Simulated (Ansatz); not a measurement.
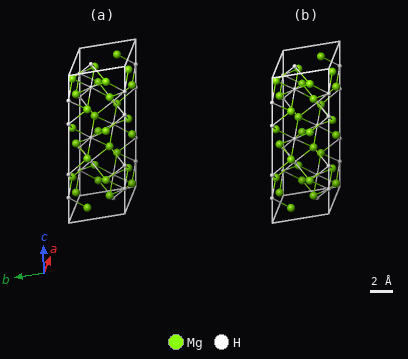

The structure of a crystal of Mg3H2 (built on the corundum_167 type) before (left) and after (right) a relaxation, at one scale.

Style: ball-and-stick. Shown: the conventional cell (3 times the calculation's cell), from a free direction. Lengths and directions refer to the drawn axes.

Case: corundum type (R-3c, No. 167).

All numbers below come from DFT PBE, scalar-relativistic, plane waves, PAW in Ansatz. Settings: plane-wave cutoff 420 eV; k-point mesh 12 × 12 × 12; occupations gaussian; smearing width 0.1 eV; no spin polarisation; cell and atoms relaxed; force threshold 0.01 eV/Å; at most 80 steps.

What changed between the two?

Answer. The largest moves relative to the cell, 0.008 Å, are those of H atoms. By element the largest moves are H 0.008 Å, Mg 0.004 Å. The drawn cell changes at constant volume: a = b 5.542 → 5.586 Å (+0.8 %), c 15.561 → 15.313 Å (−1.6 %). Some distances before and after: H–Mg 2.214 → 2.224 Å, H–Mg 2.299 → 2.292 Å. The space group stays R-3c (No. 167). The energy falls by 0.7 meV per atom in 2 accepted moves (3 points after the start). The largest force component goes from 0.02 to 0.0094 eV/Å. Pressure: 0.01 GPa at the start and −0.02 GPa at the end. At 1 point the geometry stayed and the basis and grid were re-selected for the new cell (energy shift of less than 0.05 meV per atom at most each time).
